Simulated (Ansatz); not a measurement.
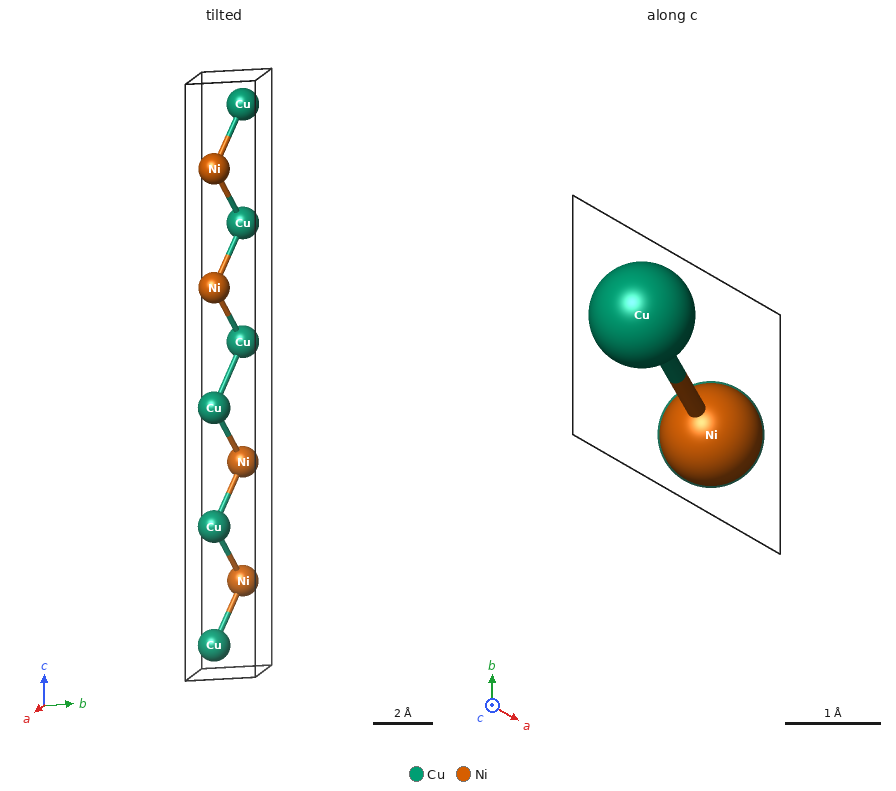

Structure drawing (ball-and-stick), viewed slightly off an axis and along the c axis. Lines trace the edges of the conventional unit cell. Cell: a = 2.52 Å, b = 2.52 Å, c = 20.86 Å, α = 90.00°, β = 90.00°, γ = 120.00°.

It goes back to a structure type filled with these elements by a generator (whether the compound takes this form wasn't checked). Earlier steps of the study, as a rule a relaxation of our own, may have changed the cell and positions, so they can lie some per cent off the listed ones. It was the input of a calculation with Ansatz.

### Give a description of the structure.

Composition: Cu3Ni2. The lattice is primitive hexagonal and the space group P6_3/mmc (No. 194). The cell comprises 2 formula units: 6 Cu, 4 Ni. Ni bonds to six Cu and six Ni in an anticuboctahedral arrangement (about 2.5 Å to Cu, 2.5 Å to Ni). Cu takes two kinds of site: 4f with nine Cu and three Ni in an anticuboctahedral arrangement (about 2.5 to 2.6 Å to Cu, 2.5 Å to Ni); 2d with six Cu and six Ni in an anticuboctahedral arrangement (about 2.5 Å to Cu, 2.5 Å to Ni). The bonds build a three-dimensional framework.

Method used: DFT PBE, scalar-relativistic, plane waves, PAW in Ansatz. It ran with a cutoff energy of 420 eV, an 18×18×2 grid in reciprocal space, Gaussian smearing of 0.1 eV, no spin polarisation (a spin-restricted run, not always the ground state).

### Is the electronic structure metallic or gapped?

A metal: bands cross the Fermi level.

### What net charge does each kind of atom have (Bader)?

Cu +0.03 e; Ni -0.05 e.

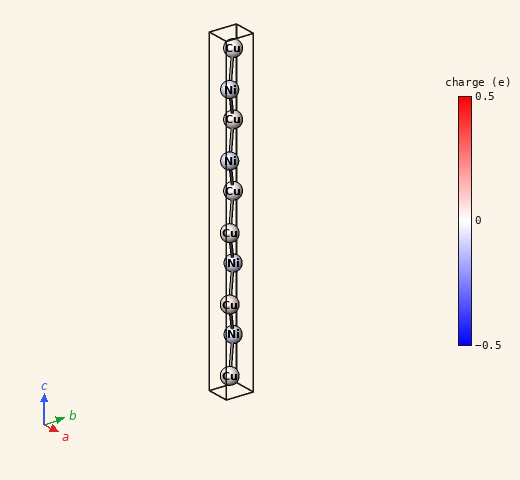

The atoms coloured by those charges. The run's cell of 10 atoms is drawn.

### Is this the optimised geometry for these settings?

Yes. All forces vanish to within 0.01 eV/Å. The pressure is 0.0 GPa, close to zero.
